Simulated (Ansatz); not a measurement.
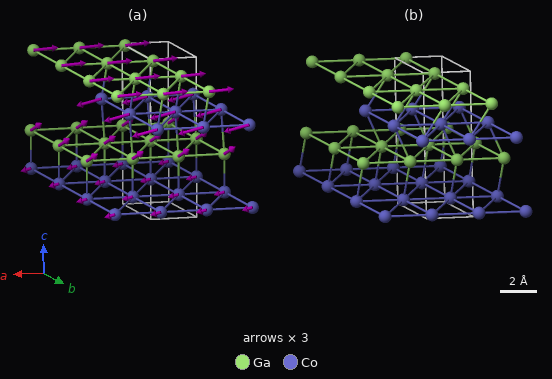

The structure of a crystal of GaCo (a generated structure, set up in P1) (coarse preliminary run) before (left) and after (right) a relaxation, at one scale. The purple arrows give the displacements (the part carried along by the change of the cell is left out), magnified 3 times.

Style: ball-and-stick. Shown: the cell of the calculation, repeated 3 × 3 × 1 with one cell outlined, from a free direction.

Method: Ansatz 0.2.0, DFT PBE, scalar-relativistic, plane waves, PAW. Set-up: plane-wave cutoff 420 eV; k-point mesh 12 × 12 × 2; occupations gaussian; smearing width 0.2 eV; collinear spin; cell and atoms relaxed; force threshold 0.025 eV/Å; at most 60 steps.

> Describe what moved and what it gained.

The run was cut off at its time limit before the relaxation converged, so the last structure is only a point on the way. The largest move relative to the cell is that of a Co atom, 0.52 Å roughly along [3 −3 −1]. By element the largest moves are Co 0.52 Å, Ga 0.47 Å. The drawn cell changes as follows: a 2.569 → 2.632 Å (+2.4 %), b 2.644 → 2.672 Å (+1.1 %), c 9.789 → 9.003 Å (−8.0 %), α 89.3° → 88.3°, β 89.8° → 87.8°, γ 118.9° → 119.2°; the volume changes by −5.3 %. Some distances before and after: Co–Ga 2.695 → 2.272 Å, Co–Ga 2.205 → 2.564 Å, Co–Ga 2.571 → 2.404 Å, Co–Ga 2.354 → 2.489 Å. The space group stays P1 (No. 1). Over 3 geometry steps the energy falls by 291 meV per atom. Largest force component: 1.8 eV/Å at the start, 1.1 eV/Å at the end. The pressure goes from 3.05 to −1.49 GPa. The run took 9.7 min on 1 thread of Arm Neoverse V2 (shared host), peak memory 0.69 GiB.
